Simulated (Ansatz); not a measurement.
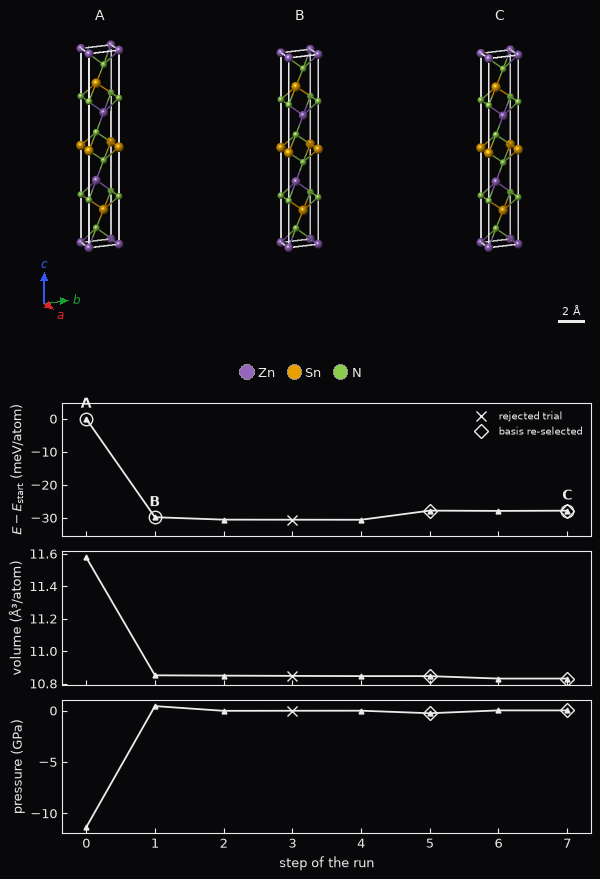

Frames of a relaxation of crystalline ZnSnN2 (a generated structure, set up in R-3m), marked on the history of the run. Style: ball-and-stick. Shown: the conventional cell (3 times the calculation's cell), slightly off an axis. Lengths and directions refer to the drawn axes.

All numbers below come from DFT, LDA, plane waves, PAW in Ansatz 0.2.0. (plane-wave cutoff 420 eV; k-point mesh 8 × 8 × 8; occupations fermi dirac; smearing width 0.02 eV; no spin polarisation; cell and atoms relaxed; force threshold 0.005 eV/Å)

**What happens along the run?**

Over 4 accepted moves (7 points after the start) the energy falls by 27.8 meV per atom. Largest force component: 0.072 eV/Å at the start, under 0.0001 eV/Å at the end. Pressure: −11.35 GPa at the start and 0.03 GPa at the end. The line search rejected the trial step at point 3 of the run. The SCF was repeated twice at an unchanged geometry on a basis and grid sized afresh for the cell, which shifted the energy by 2.8 meV per atom at most. The largest moves relative to the cell, 0.016 Å, are those of N atoms. Zn and Sn stay in place. The drawn cell changes as follows: a = b 3.203 → 3.138 Å (−2.0 %), c 15.637 → 15.241 Å (−2.5 %); the volume changes by −6.4 %. Near-neighbour distances that change, for instance: N–Zn 2.294 → 2.233 Å, N–Sn 2.232 → 2.192 Å. The space group stays R-3m (No. 166). From step 0 to 1: volume −6.3 %, energy −29.8 meV per atom. From step 1 to 7: volume −0.2 %, energy +2.0 meV per atom.

```json
{"step": "0", "E − E(0), meV/atom": "0.00", "largest force component, eV/Å": "0.0724", "pressure, GPa": "-11.35", "volume, Å³/atom": "11.578", "note": ""}
{"step": "1", "E − E(0), meV/atom": "-29.78", "largest force component, eV/Å": "0.2112", "pressure, GPa": "0.45", "volume, Å³/atom": "10.851", "note": ""}
{"step": "2", "E − E(0), meV/atom": "-30.52", "largest force component, eV/Å": "0.0275", "pressure, GPa": "-0.01", "volume, Å³/atom": "10.849", "note": ""}
{"step": "3", "E − E(0), meV/atom": "-30.53", "largest force component, eV/Å": "0.0211", "pressure, GPa": "0.00", "volume, Å³/atom": "10.845", "note": "rejected"}
{"step": "4", "E − E(0), meV/atom": "-30.56", "largest force component, eV/Å": "0.0000", "pressure, GPa": "0.00", "volume, Å³/atom": "10.846", "note": ""}
{"step": "5", "E − E(0), meV/atom": "-27.79", "largest force component, eV/Å": "0.0009", "pressure, GPa": "-0.25", "volume, Å³/atom": "10.846", "note": "same geometry, new basis"}
{"step": "6", "E − E(0), meV/atom": "-27.88", "largest force component, eV/Å": "0.0000", "pressure, GPa": "0.03", "volume, Å³/atom": "10.831", "note": ""}
{"step": "7", "E − E(0), meV/atom": "-27.81", "largest force component, eV/Å": "0.0001", "pressure, GPa": "0.03", "volume, Å³/atom": "10.831", "note": "same geometry, new basis"}
```
